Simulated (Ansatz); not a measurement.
System: Al.

```cif
data_structure
_symmetry_space_group_name_H-M 'P 1'
_symmetry_Int_Tables_number 1
_cell_length_a 3.9836
_cell_length_b 3.9836
_cell_length_c 3.9836
_cell_angle_alpha 90.000
_cell_angle_beta 90.000
_cell_angle_gamma 90.000
_cell_volume 63.22
loop_
_atom_site_label
_atom_site_type_symbol
_atom_site_fract_x
_atom_site_fract_y
_atom_site_fract_z
_atom_site_occupancy
Al1 Al 0.00000 0.00000 0.00000 1
Al2 Al 0.50000 0.50000 0.00000 1
Al3 Al 0.50000 0.00000 0.50000 1
Al4 Al 0.00000 0.50000 0.50000 1
```

Space group Fm-3m; computed without spin polarisation.

These are results of Ansatz, DFT LDA, scalar-relativistic, plane waves, PAW, not measurements.

> What can the converged valence pseudo-density and electron localisation function tell about the bonding?

Al–Al (2.82 Å): ρ is about 0.21 e/Å³ halfway; the ELF peaks at about 0.65 between the atoms.

> Does the calculation make it a metal, or give it a gap?

It is gapless in this calculation (a metal or semimetal).

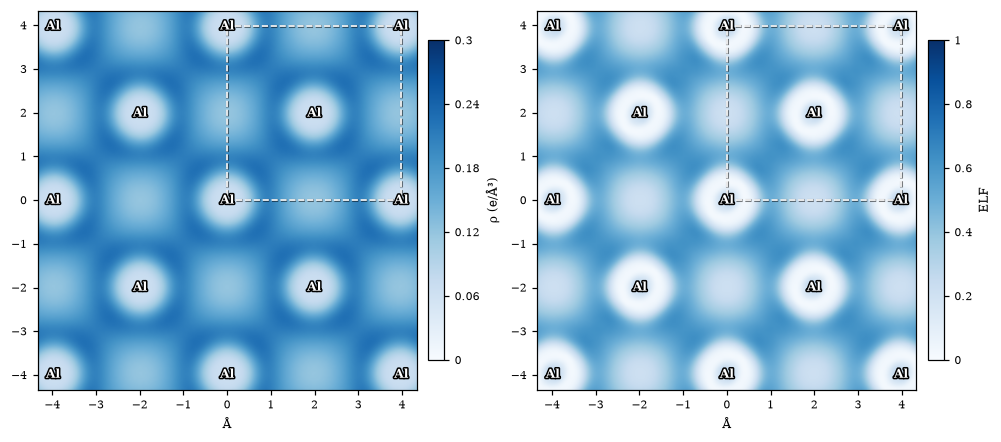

Computed valence pseudo-density and electron localisation function on the (001) plane of the conventional cell, in this order. 

The density is the valence pseudo-density of a PAW calculation; it isn't the true density close to the nuclei.
